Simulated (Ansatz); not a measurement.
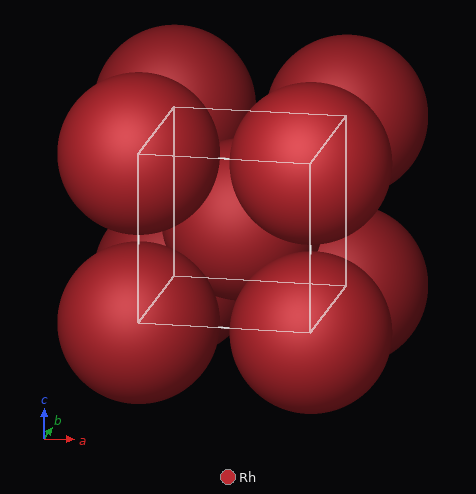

The crystal in a space-filling representation, seen slightly off an axis. The lines enclose the conventional unit cell; boundary atoms appear with their images.

Rh, body-centred cubic (W type), space group Im-3m (No. 229), a = 3.070 Å, b = 3.070 Å, c = 3.070 Å, α = 90.00°, β = 90.00°, γ = 90.00°. The model was built from a structure type filled with this element by a generator (whether the element takes this form wasn't checked). Earlier steps of the study may have refined or changed the cell and positions. Ansatz was used for an electronic-structure calculation on it.

This one geometry was computed with Ansatz (DFT, plane waves, PAW) at three levels of theory: PBE with spin-orbit coupling, r2SCAN and PBE.

> Which level gives the highest pressure at this volume, and what does that say about its equilibrium volume?

Highest: PBE with spin-orbit coupling (0.1 GPa) and PBE (-0.1 GPa), which points to the largest equilibrium volume. Lowest, with the smallest volume: r2SCAN (-6.3 GPa). Levels within 0.5 GPa of each other can't be told apart.

> How does the band gap change with the level of theory?

All levels give a metal.

> Collect the results in a table.

| level | cutoff (eV) | k-mesh of the run's cell | gap (eV) | pressure (GPa) |
| --- | --- | --- | --- | --- |
| PBE with spin-orbit coupling | 600 | 20×20×20 | metal | 0.1 |
| r2SCAN | 500 | 20×20×20 | metal | -6.3 |
| PBE | 600 | 20×20×20 | metal | -0.1 |

Gaps are taken on the k-mesh or band path of each run.
